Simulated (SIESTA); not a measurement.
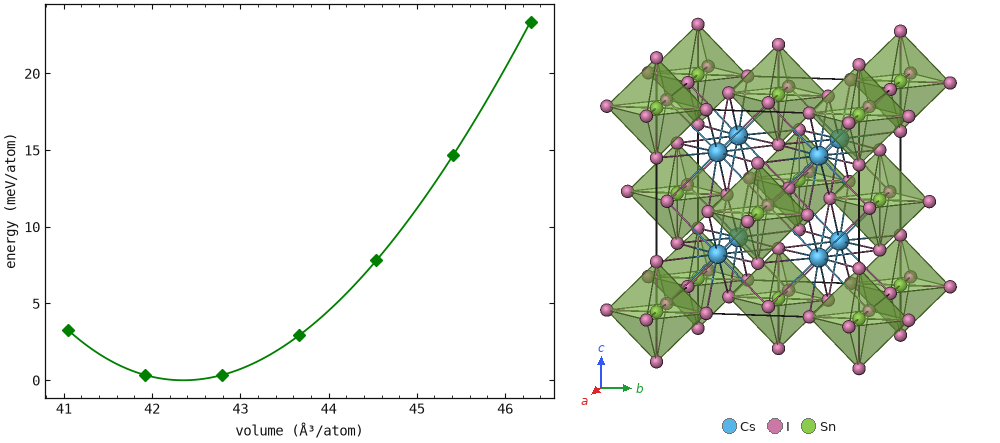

The plot gives the computed energy against volume for Cs₂SnI₆, space group Fm-3m (No. 225). The conventional cell is drawn beside the plot.

Starting cell:
```xyz
9
Lattice="0.0000 5.8138 5.8138 5.8138 0.0000 5.8138 5.8138 5.8138 0.0000" Properties=species:S:1:pos:R:3 pbc="T T T"
Cs    8.7207    8.7207    8.7207
Cs    2.9069    2.9069    2.9069
I     5.8138    5.8138    8.7747
I     5.8138    5.8138    2.8529
I     5.8138    8.7747    5.8138
I     8.7747    5.8138    5.8138
I     5.8138    2.8529    5.8138
I     2.8529    5.8138    5.8138
Sn    0.0000    0.0000    0.0000
```

How it was computed, with SIESTA 5.4.2: DFT in numerical atomic orbitals with pseudopotentials, no spin polarisation; energies at scaled volumes of the given cell, shape and fractions fixed, counted from the fit's minimum, third-order Birch-Murnaghan fit. Level: LDA.

- k mesh: 3×3×3
- occupations: Fermi–Dirac
- smearing width: 0.05 eV
- potentials: PseudoDojo 0.4 standard, converted to PSML, two zetas on semicore shells
- program settings: basis DZP, mesh cutoff 500 Ry

This calculation gives: equilibrium volume 42.35 Å³/atom and bulk modulus 24.5 GPa.

Now the level changes from LDA to PBEsol. Predict the effect.

The equilibrium volume rises from 42.35 to 44.38 Å³/atom (+4.8 %) and the bulk modulus falls from 24.5 to 20.6 GPa (−16 %).

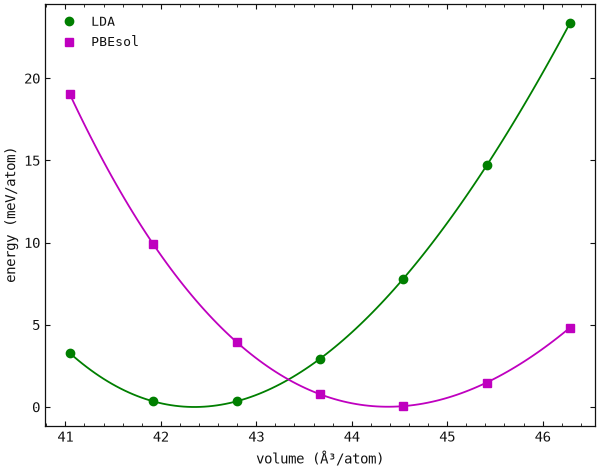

The two results together.

For both, limits of the calculation: mulliken charges of long orbitals; shape and atomic fractions are frozen while scaling, which makes layered, chain and framework solids too stiff.

V0 and the bulk modulus come from third-order Birch–Murnaghan fits.
